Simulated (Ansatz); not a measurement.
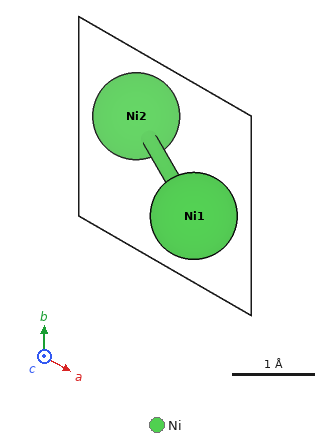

Fig. 1: The input geometry of run 1 (ball-and-stick view of the cell of the calculation, along the c axis; atoms are numbered from 1 in the order of the input). An atom can appear more than once, as a periodic image. Near neighbours in the periodic cell (some may lie outside the picture): Ni has 12 Ni at 2.45 to 2.48 Å.

## Ni: one change and its effect

System: Ni (2 atoms in the cell).
Method of run 1: Kohn-Sham DFT of a periodic cell, LDA, all-electron LAPW, scalar-relativistic, spin-polarised (Ansatz 0.2.0).

The structure derives from a Materials Project entry. Text and figures count atoms from 1; the logs count them from 0 in places.

**Input file, run 1**
```yaml
crystal:
  lattice:
    - [2.4480228978, 0.0, 0.0]
    - [-1.2240114489, 2.1200500186, 0.0]
    - [0.0, 0.0, 4.07280757]
  atoms:
    - { symbol: Ni, position: [0.6666666667, 0.3333333333, 0.75], spin: 1.0 }
    - { symbol: Ni, position: [0.3333333333, 0.6666666667, 0.25], spin: 1.0 }
kpoints:
  mp_grid: { grid: [12, 12, 7] }
scf:
  occupations: { method: gaussian, width: 0.1 }
hamiltonian:
  xc: lda
  pseudopotentials: { kind: all_electron, lapw: { basis_error: 0.001 } }
magnetization:
  spin_polarized: true
output:
  forces: true
  stress: true
  eigenvalues: true
```

Launched with:
```bash
ansatz run input.yaml --threads 2 --pin off --max-ram 6144MiB --backend cpu --events-out ev --progress --plain --runs-dir out
```

Hardware: 2 threads of Arm Neoverse V2, 24 GiB of memory available, shared host.

**Output, shortened to warnings, some set-up lines, iterations and results (run 1)**
```
Basis set: ecut = 322.7535325044629 eV, 287 PW (Γ), exchange–correlation at level 2
Symmetry: 24 space group operations
k-points: 76 of 1008
Initial density: superposition of atomic densities (chi_scale 0.1, normalization cell)
[...]
SCF iter   1: F=—  HF=-82633.147117 eV  |F-HF|=—  |Δ(HF+E_count)|=         —  Δρ=1.75e-2 (↑1.64e-2 ↓1.75e-2)  dr2=8.89e-3  dr2_m=5.33e-2  M=1.337 μB ∫|m|=1.409 μB  β_m=0.30  …
SCF iter   2: F=—  HF=-82633.149285 eV  |F-HF|=—  |Δ(HF+E_count)|=   2.17e-3  Δρ=1.30e-2 (↑1.22e-2 ↓1.30e-2)  dr2=4.98e-3  dr2_m=2.95e-2  M=1.307 μB ∫|m|=1.393 μB  β_m=0.65  …
SCF iter   3: F=—  HF=-82633.154127 eV  |F-HF|=—  |Δ(HF+E_count)|=   4.84e-3  Δρ=7.08e-4 (↑7.08e-4 ↓4.70e-4)  dr2=4.19e-5  dr2_m=5.40e-5  M=1.243 μB ∫|m|=1.367 μB  β_m=0.52  …
SCF iter   4: F=—  HF=-82633.151940 eV  |F-HF|=—  |Δ(HF+E_count)|=   2.19e-3  Δρ=2.17e-4 (↑1.33e-4 ↓2.17e-4)  dr2=4.72e-6  dr2_m=2.86e-6  M=1.241 μB ∫|m|=1.365 μB  β_m=0.56  …
SCF iter   5: F=—  HF=-82633.152033 eV  |F-HF|=—  |Δ(HF+E_count)|=   9.38e-5  Δρ=8.90e-5 (↑5.14e-5 ↓8.90e-5)  dr2=1.32e-6  dr2_m=3.09e-7  M=1.244 μB ∫|m|=1.367 μB  β_m=0.77  …
SCF iter   6: F=—  HF=-82633.152103 eV  |F-HF|=—  |Δ(HF+E_count)|=   7.00e-5  Δρ=3.43e-5 (↑5.43e-6 ↓3.43e-5)  dr2=9.82e-8  dr2_m=5.10e-8  M=1.246 μB ∫|m|=1.370 μB  β_m=0.89  …
SCF iter   7: F=—  HF=-82633.152120 eV  |F-HF|=—  |Δ(HF+E_count)|=   1.61e-5  Δρ=9.83e-6 (↑4.29e-6 ↓9.83e-6)  dr2=8.30e-9  dr2_m=7.37e-9  M=1.247 μB ∫|m|=1.372 μB  β_m=0.94  …
SCF iter   8: F=—  HF=-82633.152120 eV  |F-HF|=—  |Δ(HF+E_count)|=   6.36e-7  Δρ=1.09e-6 (↑7.29e-7 ↓1.09e-6)  dr2=2.02e-10  dr2_m=6.34e-11  M=1.247 μB ∫|m|=1.372 μB  β_m=0.97 …
SCF iter   9: F=-82633.152120 eV  HF=-82633.152120 eV  |F-HF|=1.44e-9  |Δ(HF+E_count)|=   1.56e-8  Δρ=5.47e-7 (↑3.84e-7 ↓5.47e-7)  dr2=5.25e-11  dr2_m=1.82e-11  M=1.247 μB …
SCF 1 converged in 9 iterations: F = -82633.152120 eV  dr2 = 5.25e-11
SCF converged after 9 iterations
Magnetization: 1.2473 μB (18.6236 up, 17.3764 down)
Absolute magnetization: 1.3721 μB (∫|ρ↑−ρ↓|)
Spin contamination: 0.0089 ħ² per cell (⟨S²⟩ above its minimum at these occupations)
Per-site moments (μB) at R_I (Å): [(0.6425633053877817, 1.2240114306778955), (0.6425633053877817, 1.2240114306778955)]
Free energy (F): -82633.152120 eV
Harris-Foulkes:  -82633.152120 eV  (|F-HF|=1.44e-9)
Internal energy: -82633.129326 eV  (E = F + TS)
E sigma→0 (E₀):  -82633.140723 eV
Entropy (-TS):   -0.022795 eV (-11.397 meV/atom)
Fermi energy:    18.536870 eV
--- Per-component energies (eV) ---
  E_band       = -549.472591
  E_kinetic    = 83916.836572
  E_xc         = -3326.608703
  E_electrostatic = -163223.357195  (all electrons and nuclei)
  E_smearing   = -0.022795  (= −TS)
  E_closure    = 0.000000  (closes the sum)
  E_atoms      = -82616.701191  (free atoms, spherical and without spin; not in F)
  Σ components = -82633.152120   (vs F -82633.152120, Δ=0.00e0)
  Basis errors (estimates in eV, not in F): energy 2.6e-4 per atom: plane waves 2.2e-4 (1.1e-4 summed), levels above the bands 0.0e0, relativity 3.1e-9, radial functions 3.9e-5, core shells 3.4e-10; eigenvalues (radial functions only) 1.8e-6; not estimated: angular momenta, meshes, grids; target …
--- Forces (eV/Å), atoms counted from 1 ---
  atom   1  Ni     0.00000000    -0.00000000     0.00000000
  atom   2  Ni     0.00000000     0.00000000     0.00000000
  max |Σ_I F_I| component: 4.63e-18 eV/Å
--- Stress (GPa, compression-positive) ---
       -9.830396       0.000000       0.000000
        0.000000      -9.830396       0.000000
        0.000000       0.000000     -13.331937
  P = ⅓ Tr σ = -10.9976 GPa (-109.976 kbar)
```

For run 2 the input was changed thus:
```diff
-  xc: lda
+  xc: pbe
```

Predict how the results change.

The total energies belong to different methods, so their difference says nothing on which is more stable or more accurate. The net moment of the cell goes from 1.25 to 1.31 μB. The pressure goes from −11.00 to 7.22 GPa. The functional changes from LDA to PBE. Along LDA, PBEsol, PBE and RPBE the binding weakens and the preferred volume grows, so the same cell is under more pressure with the later ones. The SCF takes 8 iterations against 9.

**Output, shortened to warnings, some set-up lines, iterations and results (run 2)**
```
Basis set: ecut = 322.52052612885404 eV, 287 PW (Γ), exchange–correlation at level 2
Symmetry: 24 space group operations
k-points: 76 of 1008
Initial density: superposition of atomic densities (chi_scale 0.1, normalization cell)
[...]
SCF iter   1: F=—  HF=-82765.633933 eV  |F-HF|=—  |Δ(HF+E_count)|=         —  Δρ=1.55e-2 (↑1.49e-2 ↓1.55e-2)  dr2=7.32e-3  dr2_m=4.30e-2  M=1.398 μB ∫|m|=1.484 μB  β_m=0.30  …
SCF iter   2: F=—  HF=-82765.642497 eV  |F-HF|=—  |Δ(HF+E_count)|=   8.56e-3  Δρ=1.16e-2 (↑1.11e-2 ↓1.16e-2)  dr2=4.19e-3  dr2_m=2.38e-2  M=1.370 μB ∫|m|=1.476 μB  β_m=0.65  …
SCF iter   3: F=—  HF=-82765.656208 eV  |F-HF|=—  |Δ(HF+E_count)|=   1.37e-2  Δρ=6.51e-4 (↑6.51e-4 ↓2.22e-4)  dr2=7.69e-5  dr2_m=1.44e-5  M=1.307 μB ∫|m|=1.474 μB  β_m=0.51  …
SCF iter   4: F=—  HF=-82765.653963 eV  |F-HF|=—  |Δ(HF+E_count)|=         —  Δρ=2.46e-4 (↑1.77e-4 ↓2.46e-4)  dr2=7.88e-6  dr2_m=6.04e-6  M=1.305 μB ∫|m|=1.472 μB  β_m=0.71  …
SCF iter   5: F=—  HF=-82765.654052 eV  |F-HF|=—  |Δ(HF+E_count)|=   8.93e-5  Δρ=1.23e-4 (↑1.08e-4 ↓1.23e-4)  dr2=8.50e-7  dr2_m=2.26e-6  M=1.306 μB ∫|m|=1.476 μB  β_m=0.85  …
SCF iter   6: F=—  HF=-82765.654106 eV  |F-HF|=—  |Δ(HF+E_count)|=   5.37e-5  Δρ=2.03e-5 (↑1.75e-5 ↓2.03e-5)  dr2=2.28e-8  dr2_m=6.01e-8  M=1.306 μB ∫|m|=1.480 μB  β_m=0.93  …
SCF iter   7: F=—  HF=-82765.654107 eV  |F-HF|=—  |Δ(HF+E_count)|=   1.78e-6  Δρ=3.66e-6 (↑3.66e-6 ↓2.65e-6)  dr2=9.20e-10  dr2_m=1.61e-9  M=1.306 μB ∫|m|=1.481 μB  β_m=0.96  …
SCF iter   8: F=-82765.654107 eV  HF=-82765.654107 eV  |F-HF|=1.98e-8  |Δ(HF+E_count)|=   3.11e-8  Δρ=2.02e-6 (↑1.97e-6 ↓2.02e-6)  dr2=7.66e-10  dr2_m=4.02e-10  M=1.307 μB …
SCF 1 converged in 8 iterations: F = -82765.654107 eV  dr2 = 7.66e-10
SCF converged after 8 iterations
Magnetization: 1.3065 μB (18.6533 up, 17.3467 down)
Absolute magnetization: 1.4810 μB (∫|ρ↑−ρ↓|)
Spin contamination: 0.0138 ħ² per cell (⟨S²⟩ above its minimum at these occupations)
Per-site moments (μB) at R_I (Å): [(0.6786839137778529, 1.2240114306778915), (0.6786839137778529, 1.2240114306778915)]
Free energy (F): -82765.654107 eV
Harris-Foulkes:  -82765.654107 eV  (|F-HF|=1.98e-8)
Internal energy: -82765.632498 eV  (E = F + TS)
E sigma→0 (E₀):  -82765.643303 eV
Entropy (-TS):   -0.021609 eV (-10.805 meV/atom)
Fermi energy:    19.009050 eV
--- Per-component energies (eV) ---
  E_band       = -541.768578
  E_kinetic    = 84093.788024
  E_xc         = -3462.190807
  E_electrostatic = -163397.229715  (all electrons and nuclei)
  E_smearing   = -0.021609  (= −TS)
  E_closure    = 0.000000  (closes the sum)
  E_atoms      = -82751.511807  (free atoms, spherical and without spin; not in F)
  Σ components = -82765.654107   (vs F -82765.654107, Δ=0.00e0)
  Basis errors (estimates in eV, not in F): energy 2.6e-4 per atom: plane waves 2.1e-4 (1.1e-4 summed), levels above the bands 0.0e0, relativity 6.5e-9, radial functions 4.9e-5, core shells 4.6e-10; eigenvalues (radial functions only) 8.0e-7; not estimated: angular momenta, meshes, grids; target …
--- Forces (eV/Å), atoms counted from 1 ---
  atom   1  Ni    -0.00000000    -0.00000000     0.00000000
  atom   2  Ni    -0.00000000     0.00000000     0.00000000
  max |Σ_I F_I| component: 1.62e-17 eV/Å
--- Stress (GPa, compression-positive) ---
        8.489791      -0.000000       0.000000
       -0.000000       8.489791       0.000000
        0.000000       0.000000       4.693186
  P = ⅓ Tr σ = 7.2243 GPa (72.243 kbar)
```

**The two runs side by side**

| quantity | run 1 | run 2 |
| --- | --- | --- |
| outcome | converged | converged |
| free energy per atom (eV) | −41316.5761 | −41382.8271 |
| energy per atom, smearing taken to zero (eV) | −41316.5704 | −41382.8217 |
| gap on the mesh (eV) | 0.00 | 0.00 |
| net moment of the cell (μB) | 1.25 | 1.31 |
| absolute moment of the cell (μB) | 1.37 | 1.48 |
| pressure (GPa) | −11.00 | 7.22 |
| largest force (eV/Å) | 0.000 | 0.000 |
| SCF iterations | 9 | 8 |
| irreducible k-points | 76 | 76 |
| plane waves at Γ | 287 | 287 |
| wall time (shared host) | 18 s | 17 s |

For run 1: The cell is under a tension of 11.0 GPa at this level, so it is not at its equilibrium volume. For run 2: The cell is under a pressure of 7.2 GPa at this level, so it is not at its equilibrium volume.
